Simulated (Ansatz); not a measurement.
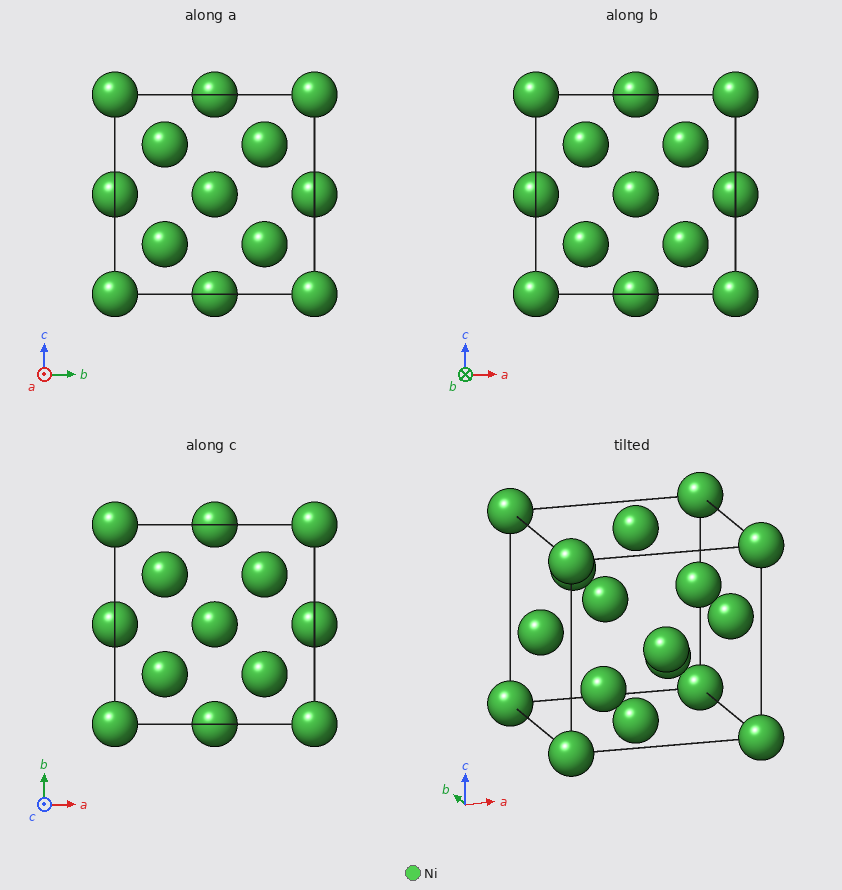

The image is a spheres-only drawing of a crystal, viewed along the a axis, along the b axis, along the c axis and slightly off an axis. Thin lines show the conventional unit cell, with boundary atoms drawn in all their periodic places.

Lattice parameters: a = 5.298 Å, b = 5.298 Å, c = 5.298 Å, α = 90.00°, β = 90.00°, γ = 90.00°. Put a along x and b in the xy plane.

Q: From the views, write a POSCAR file.

A:
```
Ni
1.0
     5.298    0.000    0.000
     0.000    5.298    0.000
     0.000    0.000    5.298
Ni
8
Direct
  0.7500 0.7500 0.2500
  0.0000 0.5000 0.5000
  0.7500 0.2500 0.7500
  0.0000 0.0000 0.0000
  0.2500 0.7500 0.7500
  0.5000 0.5000 0.0000
  0.2500 0.2500 0.2500
  0.5000 0.0000 0.5000
```

The cell started as a structure type filled with this element by a generator (whether the element takes this form wasn't checked). Earlier steps of the study may have refined or changed the cell and positions. An electronic-structure calculation with Ansatz was run on it.

At this level of theory the cell isn't at rest (stretched, at -5 GPa), so its distances can differ from those at equilibrium, the more so the softer the solid.
